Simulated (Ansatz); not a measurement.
Here is a crystal structure:

```xyz
2
Lattice="3.0734 0.0000 0.0000 0.0000 3.0734 0.0000 0.0000 0.0000 3.1209" Properties=species:S:1:pos:R:3 pbc="T T T"
Pt    0.0000    0.0000    0.0000
Pt    1.5367    1.5367    1.5605
```

> Describe what this structure looks like.

The element is platinum. Strictly the space group is I4/mmm (No. 139, within 0.01 Å). It is a distorted form of a body-centred cubic structure, space group Im-3m (No. 229) within 0.25 Å: body-centred cubic (W type). The cell holds two atoms. The neighbours of Pt are eight Pt in a cubic arrangement at 2.68 Å. The bonds build a three-dimensional framework.

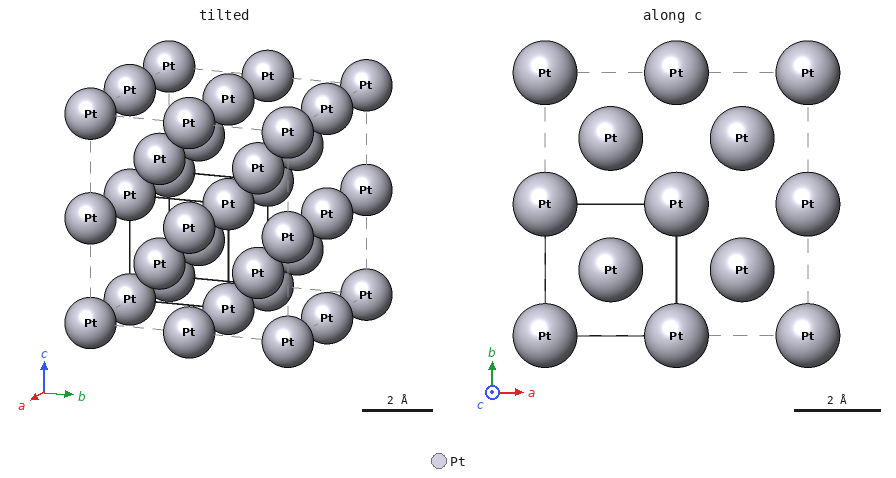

Shown here is a spheres-only view of the crystal, taken slightly off an axis and along the c axis. The picture spans 2×2×2 cells, one drawn cell (a repeat of the simulation cell) being drawn with solid lines. Colours: platinum light grey.

The model was built from a structure listed in the Materials Project. The cell was then strained or its atoms displaced on purpose. It was run through Ansatz as a DFT input.

At this level of theory the cell isn't at rest (compressed, at 20 GPa), so its distances can differ from those at equilibrium, the more so the softer the solid.
